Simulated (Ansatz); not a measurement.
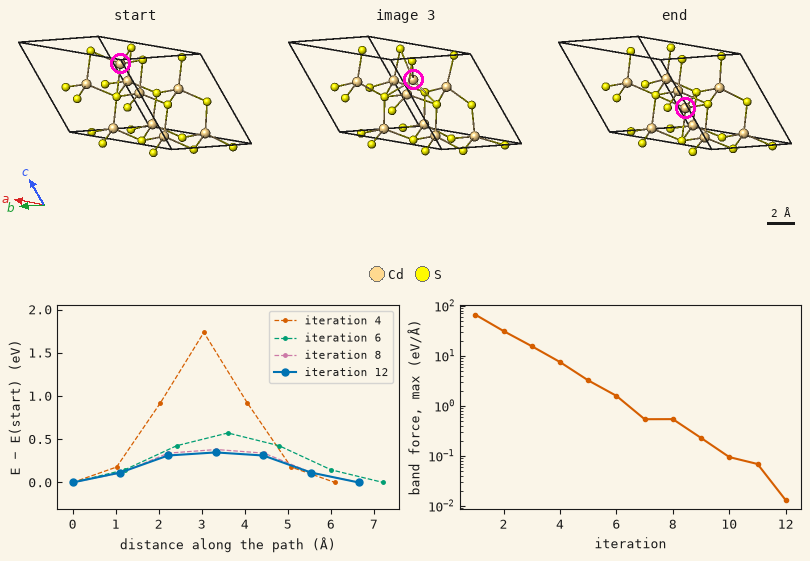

A nudged-elastic-band calculation for a defect cell of composition Cd9S8 (17 atoms in the cell). Images are numbered from 0 (start) to 6 (end). The plot follows the band through its iterations. Style: ball-and-stick. Shown: the reduced simulation cell (origin moved), from a free direction. The moving atom is ringed, with any periodic copies. Lengths and directions refer to the drawn axes. Bonds to atoms that aren't drawn are left out.

Theory: DFT PBEsol, scalar-relativistic, plane waves, PAW (Ansatz 0.2.0). Set-up: plane-wave cutoff 420 eV; k-point mesh 2 × 2 × 2; Gaussian smearing 0.02 eV; 5 movable images; climbing image.

**Did the band converge, and can the barrier be trusted?**

The result isn't final. The band hadn't converged when the run stopped after 12 iterations. The largest component of the band force went from 66 to 0.013 eV/Å. The barrier read from it is provisional, though the highest image hardly moved in the last two iterations. The first iteration put the highest image at 20.69 eV. The two ends have the same energy, and the highest point, image 3, lies 0.35 eV above the start.

Limits of the set-up: the periodic images lie only 8.2 Å apart, so the values are limited by the cell's size.
